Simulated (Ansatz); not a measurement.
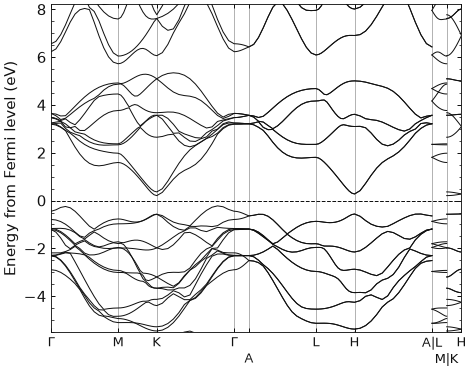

Band structure. Energies are counted from the Fermi level.

Which system does the plot belong to?
A. bcc Rb, space group Im-3m (No. 229), 1 atom in the primitive cell (cubic a = 5.605 Å); PBE
B. MoP, space group P-6m2, 2 atoms in the cell (a = 3.223 Å, c = 3.191 Å (hexagonal axes)); r2SCAN+rVV10+U
C. MoSe2, space group P6_3/mmc (No. 194), 6 atoms in the cell (a = 3.288 Å, c = 12.900 Å (hexagonal axes)); r2SCAN+U

C. A semiconductor. The gap along this path is 0.43 eV and indirect, from the valence-band top between K and Γ to the conduction-band bottom at K; the smallest direct gap is 0.78 eV, at K. At H the lowest conduction band lies only 0.07 eV higher. The top valence band spans 1.2 eV and the lowest conduction band 3.0 eV. The direct gaps are 3.85 eV at A, 0.84 eV at H and 0.78 eV at K. A hexagonal (primitive) lattice: the path Γ–M–K–Γ–A–L–H–A|L–M|K–H runs through the special points of its Brillouin zone.

Ansatz 0.2.0; r2SCAN, Mo d U = 8 eV, Ansatz PAW, no spin polarisation, no spin-orbit coupling, 9×9×2 k mesh, 500 eV cutoff, Fermi-Dirac smearing of 0.05 eV.

The cell's inner coordinates are idealised or old. Spin-orbit coupling is left out, which matters for Mo and Se. The PAW data sets were made with another functional. The cell is at 11 GPa in this functional.
